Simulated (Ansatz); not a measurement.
Run report: W3C, geometry relaxation (part 1 of 2)

The run: geometry relaxation of W3C (slab, 4 atoms in the cell). Method and program: DFT PBE, scalar-relativistic, plane waves, PAW, PAW set soft_1, no spin polarisation (Ansatz 0.2.0).

The structure derives from an entry of the Crystallography Open Database. The input holds or restrains some coordinates. Forces given for the steps count only the free coordinates. Figures and captions count atoms from 1; the log counts them from 0 in places.

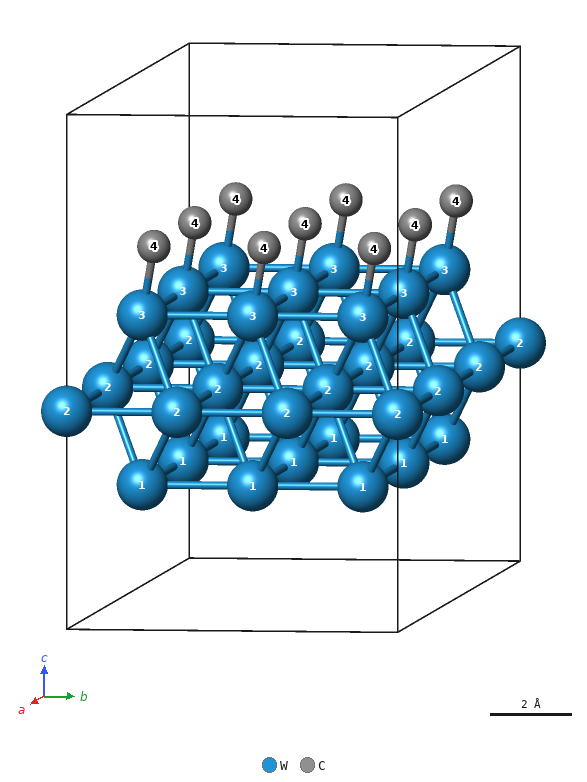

Figure 1. The starting structure (ball-and-stick view of the 3 × 3 repeat of the cell, with the vacuum cut short, seen slightly off an axis; atoms are numbered from 1 in the order of the input). An atom can appear more than once, as a periodic image.

Input file:
```yaml
crystal:
  lattice:
    - [2.7571643597, 0.0, 0.0]
    - [-0.9190547866, 2.5994794874, 0.0]
    - [0.0, 0.0, 19.8562161029]
  atoms:
    - { symbol: W, position: [0.5, 0.5, 0.2014482507] }
    - { symbol: W, position: [0.0, 0.0, 0.3111437107] }
    - { symbol: W, position: [0.5, 0.5, 0.4208362792] }
    - { symbol: C, position: [0.6666666667, 0.6666666667, 0.5149236715] }
basis:
  ecutwfc: 420
kpoints:
  mp_grid: { grid: [10, 10, 1] }
hamiltonian:
  xc: pbe
  pseudopotentials: { kind: paw, azcp: { folder: soft_1 } }
scf:
  occupations: { method: gaussian, width: 0.1 }
output:
  forces: true
  eigenvalues: true
  write_density: true
  write_potential: true
  elf: true
  volumetric_format: npy
relax:
  adjacent_minimum: "off"
  f_tol: 0.025
  max_steps: 16
  constraints: [{ sites: [0, 1, 2] }, { sites: [3], fix: xy }]
efield:
  axis: 3
  dipole_correction: true
  ramp_width: 0.04
```

Run as:
```bash
ansatz run input.yaml --threads 1 --pin off --max-ram 3072MiB --backend cpu --events-out ev --progress --plain --runs-dir out
```

What the program printed:
```
Engine: ansatz 0.2.0, aarch64-unknown-linux-gnu
Pseudopotentials: kind: paw
Pseudopotential: W, paw, valence charge 14, recommended cutoff 420 eV (normal), [file]
Pseudopotential: C, paw, valence charge 4, recommended cutoff 420 eV (normal), [file]
Functional definition: PBE
  parameter kappa = 0.804
  parameter beta = 0.06672455060314922
  exchange = pbe_x(kappa = kappa, mu = beta*pi^2/3)
  correlation = pbe_c(beta = beta)
Crystal: 4 atoms, lattice volume = 142.313 Å³
Basis set: ecut = 420 eV, 2817 PW (Γ), exchange–correlation on 40×40×270 points (8 copies of the dense FFT grid, shifted against one another)
Bands: 28, of which v1, the nominal top of the filled ones, is band 23 counted from 1 (22 counted from 0)
Symmetry: 2 space group operations
Space group: Cm (ITA 8), of the structure as read, at distance tolerance 5.2e-5 Å
k-points: 31 of 100 (time reversal used)
Non-local potential: W, projectors of the file, l = 0: 3, l = 1: 2, l = 2: 2, l = 3: 1
Non-local potential: C, projectors of the file, l = 0: 2, l = 1: 2, l = 2: 1
PAW form: soft (Blöchl's): semilocal exchange-correlation on the pseudo side does not see the compensation charge
PAW one-centre angular grid: W, 590 points (default); XC on 64 Gauss nodes
PAW one-centre angular grid: C, 110 points (default); XC on 64 Gauss nodes
Initial density: superposition of atomic densities (neutral atoms: chi_scale 0, normalization atom)
Initial wavefunctions: pseudopotential atomic-orbital guess
Functional: x = pbe(κ = 0.804, μ = 0.2195149727645171), c = pbe(β = 0.06672455060314922)
SCF iter   1: F=—  HF=-31403.759310 eV  |F-HF|=—  |Δ(HF+E_count)|=         —  Δρ=5.14e-2  dr2=1.71e1  ethr=3.10e-3  p=0.000 e·Å  D=4.07e-8 V/Å  ΔV_dip=-0.00 eV  dr2_dipole=8.95e0  V_vac-E_F(+/−)=7.25/7.25 eV  ⟨swp⟩=7.5  Hψ=4326  notcnv=0
efield: sawtooth ramp at fractional position 0.8382 (placed from the atoms, in the widest stretch of the axis that holds none; the zero of the levels goes with the place), width 0.0400; the density the first Hamiltonian is built on has a dipole p = 0.000 e·Å; the dipole correction subtracts the counter field D = 4.07e-8 V/Å, which shifts the + side's vacuum level by -0.00 eV against the − side's; the planar-averaged density in the ramp window peaks in size at 1.8e-7 e/Å³
preconditioner: auto → LDOS  [metal: Δε(μ)=0.038 eV  Ē_g=5.383 eV  σ=0.100 eV  W_gap=0.21  n_scr=14 (ndim 8)  ℏωp=14.6 eV  f_vac=0.507  D(μ)=3.24/eV (n_scr^D=12)  β→1.0]
SCF iter   2: F=—  HF=-31402.698143 eV  |F-HF|=—  |Δ(HF+E_count)|=    1.06e0  Δρ=2.44e-2  dr2=2.79e0  ethr=3.10e-3  p=-0.155 e·Å  D=-1.97e-1 V/Å  ΔV_dip=3.90 eV  dr2_dipole=9.89e-1  V_vac-E_F(+/−)=7.69/3.78 eV  ⟨swp⟩=3.7  Hψ=2182  notcnv=0  defer=16
SCF iter   3: F=—  HF=-31402.414506 eV  |F-HF|=—  |Δ(HF+E_count)|=   2.84e-1  Δρ=6.71e-3  dr2=1.66e-1  ethr=3.10e-3  p=-0.092 e·Å  D=-1.17e-1 V/Å  ΔV_dip=2.33 eV  dr2_dipole=8.93e-3  V_vac-E_F(+/−)=7.37/5.04 eV  ⟨swp⟩=3.3  Hψ=1904  notcnv=0  defer=14
SCF iter   4: F=—  HF=-31402.381448 eV  |F-HF|=—  |Δ(HF+E_count)|=   3.31e-2  Δρ=2.01e-3  dr2=7.03e-3  ethr=3.60e-4  p=-0.103 e·Å  D=-1.31e-1 V/Å  ΔV_dip=2.60 eV  dr2_dipole=1.21e-5  V_vac-E_F(+/−)=7.37/4.77 eV  ⟨swp⟩=3.2  Hψ=1862  notcnv=0  defer=15
SCF iter   5: F=—  HF=-31402.381736 eV  |F-HF|=—  |Δ(HF+E_count)|=   2.88e-4  Δρ=9.64e-4  dr2=5.52e-3  ethr=1.53e-5  p=-0.103 e·Å  D=-1.32e-1 V/Å  ΔV_dip=2.61 eV  dr2_dipole=5.11e-4  V_vac-E_F(+/−)=7.34/4.73 eV  ⟨swp⟩=2.7  Hψ=1648  notcnv=0  defer=15
SCF iter   6: F=—  HF=-31402.381624 eV  |F-HF|=—  |Δ(HF+E_count)|=   1.12e-4  Δρ=4.80e-4  dr2=9.47e-4  ethr=1.20e-5  p=-0.104 e·Å  D=-1.32e-1 V/Å  ΔV_dip=2.62 eV  dr2_dipole=1.91e-4  V_vac-E_F(+/−)=7.32/4.70 eV  ⟨swp⟩=1.5  Hψ=932  notcnv=0  defer=15
SCF iter   7: F=—  HF=-31402.381671 eV  |F-HF|=—  |Δ(HF+E_count)|=   4.72e-5  Δρ=1.41e-4  dr2=3.09e-5  ethr=2.06e-6  p=-0.104 e·Å  D=-1.32e-1 V/Å  ΔV_dip=2.62 eV  dr2_dipole=3.07e-6  V_vac-E_F(+/−)=7.31/4.69 eV  ⟨swp⟩=2.1  Hψ=1145  notcnv=0  defer=15
SCF iter   8: F=-31402.381686 eV  HF=-31402.381685 eV  |F-HF|=1.29e-6  |Δ(HF+E_count)|=   1.36e-5  Δρ=4.54e-5  dr2=3.14e-6  ethr=3.40e-8  p=-0.104 e·Å  D=-1.32e-1 V/Å  ΔV_dip=2.63 eV  dr2_dipole=6.34e-8  V_vac-E_F(+/−)=7.31/4.68 eV  ⟨swp⟩=19.0  Hψ=9292  notcnv=0
SCF 1 converged in 8 iterations: F = -31402.381686 eV  dr2 = 3.14e-6
  Residual-converged pass: ⟨swp⟩=1.0  Hψ=992  notcnv=0  max |occ|·‖R‖ = 7.0e-9 eV (tolerance 1.0e-8 eV)  dr2=3.14e-6  dr2_onsite=1.54e-8  max |Δocc| = 3.2e-10
  greatest PAW one-centre occupation: 0.999 electrons in one spin orbital (limit 2), on the W atom at site 1 (counted from 0), in its partial waves of l = 0
relax step   1: F+E_penalty+E_count = -31402.38168595 eV  Δ(F+E_penalty+E_count) = +0.000e0 eV  max|allowed force component| = 2.637e-1 eV/Å  Δτ_max = 0.0000 Å  (8 SCF iters, dr2 threshold 1.56e-5 eV, accepted)
Initial density: handed on by an earlier stage of this run
Initial wavefunctions: those handed on with the density
iter 1 solved again at ethr=2.66e-5 eV; its pass at ethr=3.10e-3 eV (dr2=1.22e-2 eV) is discarded
SCF iter   1: F=—  HF=-31402.384099 eV  |F-HF|=—  |Δ(HF+E_count)|=         —  Δρ=1.18e-3  dr2=1.22e-2  ethr=2.66e-5  p=-0.104 e·Å  D=-1.32e-1 V/Å  ΔV_dip=2.63 eV  dr2_dipole=5.64e-3  V_vac-E_F(+/−)=7.32/4.69 eV  ⟨swp⟩=1.0  Hψ=2482  notcnv=0  defer=1
efield: sawtooth ramp at fractional position 0.8382 (handed on by an earlier solve), width 0.0400; the density the first Hamiltonian is built on has a dipole p = -0.104 e·Å; the dipole correction subtracts the counter field D = -1.32e-1 V/Å, which shifts the + side's vacuum level by +2.63 eV against the − side's; the planar-averaged density in the ramp window peaks in size at 3.0e-6 e/Å³
preconditioner: auto → LDOS  [insulator: Δε(μ)=0.138 eV  Ē_g=5.067 eV  σ=0.100 eV  W_gap=0.55  n_scr=14 (ndim 8)  ℏωp=14.6 eV  f_vac=0.515  D(μ)=2.06/eV (n_scr^D=10)  ε∞_Penn≈9.3  β→1.0]
SCF iter   2: F=—  HF=-31402.383858 eV  |F-HF|=—  |Δ(HF+E_count)|=   2.41e-4  Δρ=5.42e-4  dr2=4.02e-3  ethr=2.65e-5  p=-0.105 e·Å  D=-1.33e-1 V/Å  ΔV_dip=2.64 eV  dr2_dipole=1.39e-3  V_vac-E_F(+/−)=7.31/4.68 eV  ⟨swp⟩=1.9  Hψ=940  notcnv=0  defer=1
SCF iter   3: F=—  HF=-31402.383714 eV  |F-HF|=—  |Δ(HF+E_count)|=   1.44e-4  Δρ=2.50e-4  dr2=5.15e-4  ethr=8.75e-6  p=-0.104 e·Å  D=-1.33e-1 V/Å  ΔV_dip=2.63 eV  dr2_dipole=8.41e-5  V_vac-E_F(+/−)=7.31/4.68 eV  ⟨swp⟩=2.0  Hψ=1191  notcnv=0  defer=1
SCF iter   4: F=—  HF=-31402.383674 eV  |F-HF|=—  |Δ(HF+E_count)|=   3.95e-5  Δρ=4.82e-5  dr2=1.82e-5  ethr=1.12e-6  p=-0.104 e·Å  D=-1.32e-1 V/Å  ΔV_dip=2.63 eV  dr2_dipole=3.57e-6  V_vac-E_F(+/−)=7.31/4.68 eV  ⟨swp⟩=2.6  Hψ=1238  notcnv=0  defer=1
SCF iter   5: F=-31402.383673 eV  HF=-31402.383673 eV  |F-HF|=3.52e-7  |Δ(HF+E_count)|=   1.23e-6  Δρ=1.58e-5  dr2=5.75e-7  ethr=9.45e-9  p=-0.104 e·Å  D=-1.32e-1 V/Å  ΔV_dip=2.63 eV  dr2_dipole=5.13e-9  V_vac-E_F(+/−)=7.31/4.68 eV  ⟨swp⟩=17.2  Hψ=8686  notcnv=0
SCF 2 converged in 5 iterations: F = -31402.383673 eV  dr2 = 5.75e-7
relax step   2: F+E_penalty+E_count = -31402.38367318 eV  Δ(F+E_penalty+E_count) = -1.987e-3 eV  max|allowed force component| = 9.626e-2 eV/Å  Δτ_max = 0.0110 Å  (5 SCF iters, dr2 threshold 4.35e-6 eV, accepted)
SCF iter   1: F=—  HF=-31402.384106 eV  |F-HF|=—  |Δ(HF+E_count)|=         —  Δρ=6.82e-4  dr2=3.94e-3  ethr=8.41e-5  p=-0.104 e·Å  D=-1.32e-1 V/Å  ΔV_dip=2.63 eV  dr2_dipole=1.76e-3  V_vac-E_F(+/−)=7.31/4.68 eV  ⟨swp⟩=1.0  Hψ=1365  notcnv=0
efield: sawtooth ramp at fractional position 0.8382 (handed on by an earlier solve), width 0.0400; the density the first Hamiltonian is built on has a dipole p = -0.104 e·Å; the dipole correction subtracts the counter field D = -1.32e-1 V/Å, which shifts the + side's vacuum level by +2.63 eV against the − side's; the planar-averaged density in the ramp window peaks in size at 3.2e-6 e/Å³
preconditioner: auto → LDOS  [insulator: Δε(μ)=0.139 eV  Ē_g=5.070 eV  σ=0.100 eV  W_gap=0.54  n_scr=14 (ndim 8)  ℏωp=14.6 eV  f_vac=0.516  D(μ)=2.05/eV (n_scr^D=10)  ε∞_Penn≈9.3  β→1.0]
SCF iter   2: F=—  HF=-31402.384028 eV  |F-HF|=—  |Δ(HF+E_count)|=   7.75e-5  Δρ=3.14e-4  dr2=1.18e-3  ethr=8.57e-6  p=-0.104 e·Å  D=-1.32e-1 V/Å  ΔV_dip=2.63 eV  dr2_dipole=3.85e-4  V_vac-E_F(+/−)=7.31/4.68 eV  ⟨swp⟩=1.4  Hψ=1127  notcnv=0
SCF iter   3: F=—  HF=-31402.383981 eV  |F-HF|=—  |Δ(HF+E_count)|=   4.71e-5  Δρ=1.24e-4  dr2=1.16e-4  ethr=2.56e-6  p=-0.104 e·Å  D=-1.32e-1 V/Å  ΔV_dip=2.63 eV  dr2_dipole=1.58e-5  V_vac-E_F(+/−)=7.31/4.68 eV  ⟨swp⟩=2.0  Hψ=1179  notcnv=0
SCF iter   4: F=—  HF=-31402.383971 eV  |F-HF|=—  |Δ(HF+E_count)|=   9.84e-6  Δρ=2.66e-5  dr2=5.15e-6  ethr=2.53e-7  p=-0.104 e·Å  D=-1.32e-1 V/Å  ΔV_dip=2.63 eV  dr2_dipole=4.99e-7  V_vac-E_F(+/−)=7.30/4.68 eV  ⟨swp⟩=2.5  Hψ=1205  notcnv=0
SCF iter   5: F=—  HF=-31402.383966 eV  |F-HF|=—  |Δ(HF+E_count)|=   5.73e-6  Δρ=1.01e-5  dr2=2.80e-7  ethr=1.12e-8  p=-0.104 e·Å  D=-1.32e-1 V/Å  ΔV_dip=2.62 eV  dr2_dipole=1.37e-9  V_vac-E_F(+/−)=7.30/4.68 eV  ⟨swp⟩=2.9  Hψ=1395  notcnv=0
SCF iter   6: F=-31402.383966 eV  HF=-31402.383966 eV  |F-HF|=3.15e-8  |Δ(HF+E_count)|=   1.97e-7  Δρ=4.25e-6  dr2=7.04e-8  ethr=2.17e-10  p=-0.104 e·Å  D=-1.32e-1 V/Å  ΔV_dip=2.62 eV  dr2_dipole=7.38e-9  V_vac-E_F(+/−)=7.30/4.68 eV  ⟨swp⟩=14.5  Hψ=7694  notcnv=0
SCF 3 converged in 6 iterations: F = -31402.383966 eV  dr2 = 7.04e-8
relax step   3: F+E_penalty+E_count = -31402.38396586 eV  Δ(F+E_penalty+E_count) = -2.927e-4 eV  max|allowed force component| = 1.580e-3 eV/Å  Δτ_max = 0.0062 Å  (6 SCF iters, accepted)
```

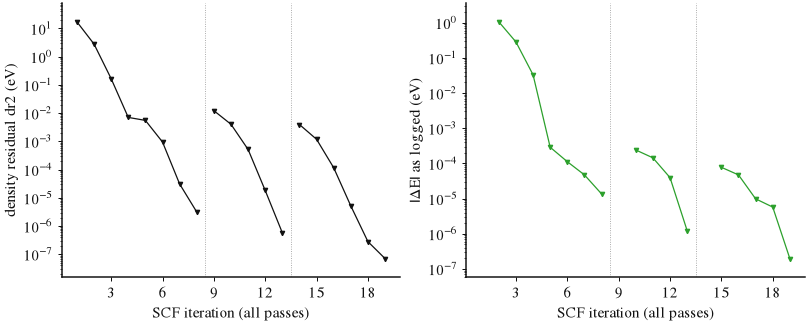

Figure 2. Convergence of the self-consistent field: density residual dr2 and size of the energy change against the SCF iteration. The dotted lines part the SCF passes of the relaxation: geometry steps, rejected trials and re-solves on a re-selected basis. The passes take 8, 5 and 6 iterations.

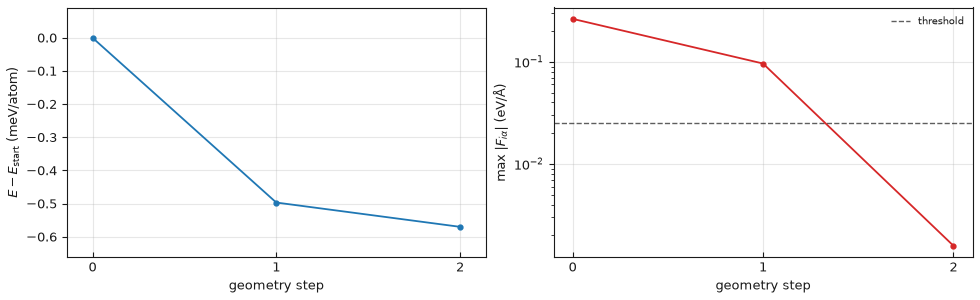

Figure 3. Progress of the restrained relaxation, step by step (the first geometry is step 0 here and step 1 in the log).

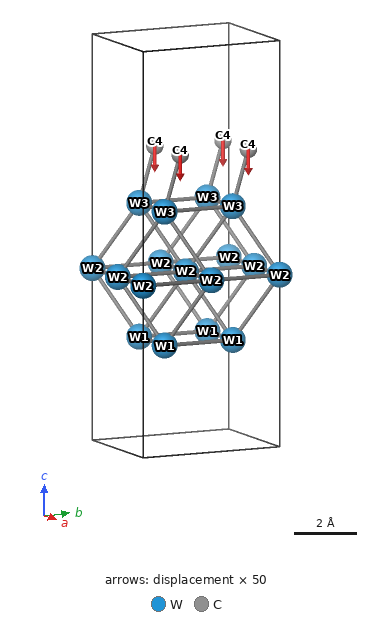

Figure 4. The starting structure with the displacements as red arrows, magnified 50 times (ball-and-stick view of the 2 × 2 repeat of the cell, with the vacuum cut short, seen slightly off an axis). The largest move is that of C4, 0.017 Å. W stays in place. The cell doesn't change. Among the contacts that change: W3–C4 1.942 → 1.926 Å. The energy falls by 0.6 meV per atom in 2 geometry steps. Largest force component: 0.26 eV/Å at the start, 0.0016 eV/Å at the end. (Atoms are counted from 1 in the order of the input.)
